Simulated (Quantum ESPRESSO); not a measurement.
# Run report: PbS, band-structure run (part 2 of 2)

The same run, continued: PbS (2 atoms in the cell); Kohn-Sham DFT of a periodic cell, PBE, SSSP 1.3 efficiency PBE, no spin polarisation (Quantum ESPRESSO 7.5); cutoff 748.31 eV, 8×8×8 k-mesh, fermi-dirac of 0.05 eV. The structure derives from an entry of the Crystallography Open Database.

Geometry of the input (Å; fractional positions):
```
0.0000  2.9657  2.9657
2.9657  0.0000  2.9657
2.9657  2.9657  0.0000
Pb 0.0000  0.0000  0.0000
S  0.5000  0.5000  0.5000
```

What the program printed, continued:
```
     total energy              =    -894.73303206 Ry
     estimated scf accuracy    <       0.00000110 Ry

     iteration #  6     ecut=    55.00 Ry     beta= 0.50
     Davidson diagonalization with overlap
     ethr =  5.50E-09,  avg # of iterations =  6.4

     total energy              =    -894.73303348 Ry
     estimated scf accuracy    <       0.00000017 Ry

     iteration #  7     ecut=    55.00 Ry     beta= 0.50
     Davidson diagonalization with overlap
     ethr =  8.42E-10,  avg # of iterations =  4.6

     total energy              =    -894.73303355 Ry
     estimated scf accuracy    <       0.00000004 Ry

     iteration #  8     ecut=    55.00 Ry     beta= 0.50
     Davidson diagonalization with overlap
     ethr =  2.08E-10,  avg # of iterations =  4.4

     total energy              =    -894.73303357 Ry
     estimated scf accuracy    <       0.00000001 Ry

     iteration #  9     ecut=    55.00 Ry     beta= 0.50
     Davidson diagonalization with overlap
     ethr =  6.09E-11,  avg # of iterations =  2.8

     total energy              =    -894.73303357 Ry
     estimated scf accuracy    <          9.8E-10 Ry

     iteration # 10     ecut=    55.00 Ry     beta= 0.50
     Davidson diagonalization with overlap
     ethr =  4.92E-12,  avg # of iterations =  5.3

     End of self-consistent calculation

          k = 0.0000 0.0000 0.0000 (  2421 PWs)   bands (ev):

    -8.2134  -8.2134  -8.2134  -8.1962  -8.1962  -4.9791   2.5749   6.4564
     6.4564   6.4564  13.8283  13.8283  13.8283  15.3253  15.3253  15.3253

          k = 0.0884 0.0884-0.0884 (  2430 PWs)   bands (ev):

    -8.2127  -8.2104  -8.2104  -8.1970  -8.1970  -4.8460   2.1229   6.4969
     6.4969   6.7926  12.6073  13.0420  13.0420  15.3092  15.6983  15.6983

          k = 0.1768 0.1768-0.1768 (  2439 PWs)   bands (ev):

    -8.2161  -8.2161  -8.2114  -8.1861  -8.1861  -4.4762   1.1526   6.6122
     6.6122   7.4491  10.9804  11.8314  11.8314  15.5008  16.5582  16.5582

          k = 0.2652 0.2652-0.2652 (  2434 PWs)   bands (ev):

    -8.2260  -8.2260  -8.2105  -8.1708  -8.1708  -3.9959   0.1977   6.7616
     6.7616   8.0925   9.7254  10.9215  10.9215  16.3641  17.8023  17.8023

          k =-0.3536-0.3536 0.3536 (  2452 PWs)   bands (ev):

    -8.2303  -8.2303  -8.2103  -8.1643  -8.1643  -3.7368  -0.2356   6.8378
     6.8378   8.6154   8.9874  10.5793  10.5793  17.2862  18.7695  19.1967

          k = 0.1768 0.0000 0.0000 (  2421 PWs)   bands (ev):

    -8.2171  -8.2086  -8.2049  -8.2049  -8.1924  -4.7994   2.0665   6.2558
     6.2558   7.2487  11.6687  13.4979  13.4979  14.4238  16.4728  16.4728

          k = 0.2652 0.0884-0.0884 (  2435 PWs)   bands (ev):

    -8.2252  -8.2168  -8.2036  -8.1946  -8.1828  -4.5028   1.4209   6.1479
     6.2257   7.6052  10.6309  12.6317  12.8991  14.5472  16.9617  17.2786

          k = 0.3536 0.1768-0.1768 (  2427 PWs)   bands (ev):

    -8.2395  -8.2125  -8.2115  -8.1836  -8.1684  -4.0467   0.5504   6.2276
     6.2750   7.5287  10.2223  11.7944  11.9465  15.2419  17.7928  18.3551

          k =-0.2652-0.4419 0.4419 (  2426 PWs)   bands (ev):

    -8.2442  -8.2210  -8.2067  -8.1749  -8.1632  -3.6822  -0.0552   6.0604
     6.4787   7.6372   9.9090  11.1647  11.6347  16.4550  18.6610  18.9172

          k =-0.1768-0.3536 0.3536 (  2420 PWs)   bands (ev):

    -8.2374  -8.2231  -8.2060  -8.1722  -8.1714  -3.7715   0.0633   5.7864
     6.7758   8.0407   9.6072  10.8062  12.0023  16.7100  17.6558  18.7869

          k =-0.0884-0.2652 0.2652 (  2434 PWs)   bands (ev):

    -8.2233  -8.2173  -8.2089  -8.1882  -8.1774  -4.2113   0.7797   5.7491
     6.8993   8.0213  10.0345  11.0719  12.5245  16.0274  16.4293  18.2208

          k = 0.0000-0.1768 0.1768 (  2437 PWs)   bands (ev):

    -8.2125  -8.2113  -8.2071  -8.2038  -8.1878  -4.6310   1.5971   6.0265
     6.7630   7.4123  11.2908  11.9486  13.0070  15.7115  15.7211  16.8504

          k = 0.3536 0.0000 0.0000 (  2429 PWs)   bands (ev):

    -8.2546  -8.2261  -8.1838  -8.1838  -8.1833  -4.2867   1.3860   5.7899
     5.7899   6.8934  11.0497  13.3627  13.5405  13.5405  18.3813  18.5974

          k = 0.4419 0.0884-0.0884 (  2423 PWs)   bands (ev):

    -8.2797  -8.2258  -8.1896  -8.1748  -8.1662  -3.9032   0.9637   5.5068
     5.6731   6.1373  11.7097  12.7482  13.2281  14.0755  19.0079  19.0315

          k =-0.1768-0.5303 0.5303 (  2416 PWs)   bands (ev):

    -8.2856  -8.2148  -8.1986  -8.1748  -8.1604  -3.5397   0.4339   4.8538
     5.8386   6.4000  11.4723  12.4286  12.9092  14.9361  19.2602  19.3686

          k =-0.0884-0.4419 0.4419 (  2412 PWs)   bands (ev):

    -8.2710  -8.2070  -8.1987  -8.1833  -8.1680  -3.4863   0.2204   4.5871
     6.2447   7.0306  10.7892  11.6173  13.0564  16.4509  18.0032  18.1295

          k = 0.0000-0.3536 0.3536 (  2421 PWs)   bands (ev):

    -8.2451  -8.2128  -8.1992  -8.1818  -8.1815  -3.8037   0.4176   4.9107
     6.7176   7.8133  10.0534  11.0500  12.8851  16.9196  17.3455  18.4757

          k = 0.5303 0.0000 0.0000 (  2413 PWs)   bands (ev):

    -8.3193  -8.2351  -8.1742  -8.1619  -8.1619  -3.6319   1.1949   4.6425
     5.3533   5.3533  12.6994  13.0595  14.0065  14.0065  19.1547  20.0811

          k =-0.0884-0.6187 0.6187 (  2422 PWs)   bands (ev):

    -8.3313  -8.2319  -8.1776  -8.1596  -8.1560  -3.3790   1.0587   3.8565
     5.3547   5.5202  12.5229  13.6567  13.7087  14.2568  20.0753  20.1408

          k = 0.0000-0.5303 0.5303 (  2418 PWs)   bands (ev):

    -8.3105  -8.2166  -8.1891  -8.1698  -8.1607  -3.3141   0.6302   3.8385
     5.6803   6.1333  11.9524  12.7408  13.6830  14.8430  18.8892  19.5229

          k =-0.7071 0.0000 0.0000 (  2450 PWs)   bands (ev):

    -8.3505  -8.2389  -8.1705  -8.1526  -8.1526  -3.3060   1.4087   3.4196
     5.1809   5.1809  12.4770  14.2032  14.3026  14.3026  19.6635  20.7193

          k = 0.3536 0.1768 0.0000 (  2428 PWs)   bands (ev):

    -8.2447  -8.2171  -8.2029  -8.1845  -8.1748  -4.1555   0.9583   5.5101
     6.3912   7.3293  10.6176  12.0130  12.8264  14.9435  17.9377  18.4952

          k =-0.2652-0.4419 0.6187 (  2423 PWs)   bands (ev):

    -8.2600  -8.2115  -8.2056  -8.1794  -8.1680  -3.7275   0.4047   5.1836
     5.9655   7.4463  10.4555  11.8188  12.7290  15.6821  18.3785  18.9171

          k =-0.1768-0.3536 0.5303 (  2428 PWs)   bands (ev):

    -8.2657  -8.2140  -8.1973  -8.1844  -8.1634  -3.5108   0.1313   5.1793
     5.6044   7.6257  10.1770  12.0216  12.6474  16.6311  17.1668  19.5328

          k =-0.1768-0.5303 0.7071 (  2415 PWs)   bands (ev):

    -8.3017  -8.2239  -8.1895  -8.1665  -8.1622  -3.5666   0.7988   4.7438
     5.0407   6.4150  12.0270  12.7749  13.1272  14.8428  19.3414  19.7491

          k =-0.0884-0.4419 0.6187 (  2420 PWs)   bands (ev):

    -8.3016  -8.2112  -8.1950  -8.1788  -8.1571  -3.3471   0.5666   4.2209
     4.8782   7.0902  11.1942  12.8961  13.3805  15.5999  17.8929  20.2194

          k = 0.0000-0.3536 0.5303 (  2424 PWs)   bands (ev):

    -8.2836  -8.2051  -8.1963  -8.1884  -8.1626  -3.4209   0.4088   4.3901
     5.2330   7.5706  10.5120  12.5503  13.1685  16.7776  16.8452  19.5780

          k =-0.7071 0.1768 0.0000 (  2410 PWs)   bands (ev):

    -8.3303  -8.2268  -8.1807  -8.1658  -8.1526  -3.2867   0.9919   3.6306
     4.8582   6.2174  12.6069  12.7192  13.9211  14.9878  19.1077  20.2359

          k =-0.7071 0.3536 0.0000 (  2400 PWs)   bands (ev):

    -8.3062  -8.1969  -8.1969  -8.1948  -8.1526  -3.2661   0.6648   4.1919
     4.1919   7.5931  10.8041  13.2968  13.2968  16.7818  16.7818  20.5759

     the Fermi energy is     8.8014 ev

!    total energy              =    -894.73303357 Ry
     estimated scf accuracy    <          2.1E-10 Ry
     smearing contrib. (-TS)   =      -0.00001286 Ry
     internal energy E=F+TS    =    -894.73302071 Ry

     The total energy is F=E-TS. E is the sum of the following terms:
     one-electron contribution =     -33.94620058 Ry
     hartree contribution      =      31.68298270 Ry
     xc contribution           =     -52.79864398 Ry
     ewald contribution        =    -111.22964404 Ry
     one-center paw contrib.   =    -728.44151480 Ry

     convergence has been achieved in  10 iterations

     Forces acting on atoms (cartesian axes, Ry/au):

     atom    1 type  1   force =     0.00000000   -0.00000000   -0.00000000
     atom    2 type  2   force =    -0.00000000    0.00000000    0.00000000

     Total force =     0.000000     Total SCF correction =     0.000000

     Computing stress (Cartesian axis) and pressure

          total   stress  (Ry/bohr**3)                   (kbar)     P=       21.62
   0.00014698   0.00000000  -0.00000000           21.62        0.00       -0.00
   0.00000000   0.00014698  -0.00000000            0.00       21.62       -0.00
  -0.00000000   0.00000000   0.00014698           -0.00        0.00       21.62

=------------------------------------------------------------------------------=
   JOB DONE.
=------------------------------------------------------------------------------=
```

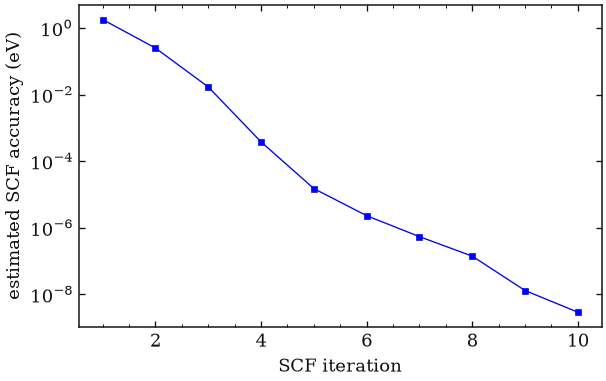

Fig. 1: Convergence of the self-consistent field: estimated SCF accuracy against the iteration. The field takes 10 iterations in all.

Results in brief:

- outcome: converged
- space group (tolerance 0.01 Å): Fm-3m (225)
- electrons treated: 20
- free energy: −12173.4631 eV
- Fermi energy: 8.801 eV
- gap on the k-point mesh: 0.37 eV
- gap on the band path: 0.37 eV
- pressure: 2.16 GPa
- largest force (length of the vector): under 0.001 eV/Å
- wall time: 90 s
- peak memory: 0.25 GiB

Notes:

Notes on the run: eigenvalues not converged. Spin–orbit coupling is left out, which matters for Pb.
